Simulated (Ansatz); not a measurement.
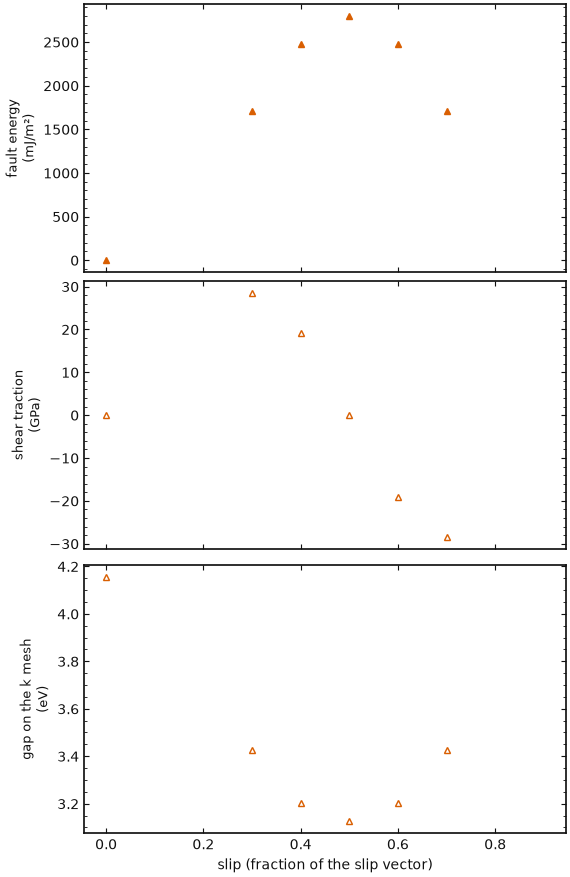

The plot gives the computed fault energy, shear traction and gap on the k mesh against slip for AlN, space group P6_3mc (No. 186).

Structure:
```yaml
crystal:
  lattice:
    - [-3.11100, 0.00000, 0.00000]
    - [-1.55550, -2.69421, 0.00000]
    - [0.00000, 0.00000, 9.95600]
  atoms:
    - { symbol: Al, position: [0.33333, 0.33333, 0.90375] }
    - { symbol: Al, position: [0.33333, 0.33333, 0.40375] }
    - { symbol: Al, position: [0.66667, 0.66667, 0.15375] }
    - { symbol: Al, position: [0.66667, 0.66667, 0.65375] }
    - { symbol: N, position: [0.33333, 0.33333, 0.09625] }
    - { symbol: N, position: [0.33333, 0.33333, 0.59625] }
    - { symbol: N, position: [0.66667, 0.66667, 0.34625] }
    - { symbol: N, position: [0.66667, 0.66667, 0.84625] }
```

Calculation (Ansatz 0.2.0): rigid slide of a crystal across a plane by tilting cell vector c, one fault a cell, unrelaxed, by plane-wave density functional theory with PAW datasets, free energies less that of the undisturbed cell; scalar-relativistic. Level: PBE, no spin polarisation.

wave cutoff 420 eV; k mesh 8×8×3; occupations Gaussian; smearing width 0.05 eV; k shift (0, 0, 0) (mesh steps); start as given; height of the cut 0 (fraction of cell vector c); slip vector (1, 0) (multiples of cell vectors a and b).

The points at slip 0.6, 0.7, 0.8 and 0.9 follow from computed ones by symmetry.

The points at slip 0.1, 0.2, 0.8 and 0.9 are left out of the plot. What values does the calculation give there?

```json
{"slip (fraction of the slip vector)": "0.1", "fault energy (mJ/m²)": "218.5", "shear traction (GPa)": "13.94", "gap on the k mesh (eV)": "4.030"}
{"slip (fraction of the slip vector)": "0.2", "fault energy (mJ/m²)": "841.2", "shear traction (GPa)": "25.26", "gap on the k mesh (eV)": "3.743"}
{"slip (fraction of the slip vector)": "0.8", "fault energy (mJ/m²)": "841.2", "shear traction (GPa)": "-25.26", "gap on the k mesh (eV)": "3.743"}
{"slip (fraction of the slip vector)": "0.9", "fault energy (mJ/m²)": "218.5", "shear traction (GPa)": "-13.94", "gap on the k mesh (eV)": "4.030"}
```

Caveats: odd k mesh can miss points on the zone edge; reference crystal is not relaxed.
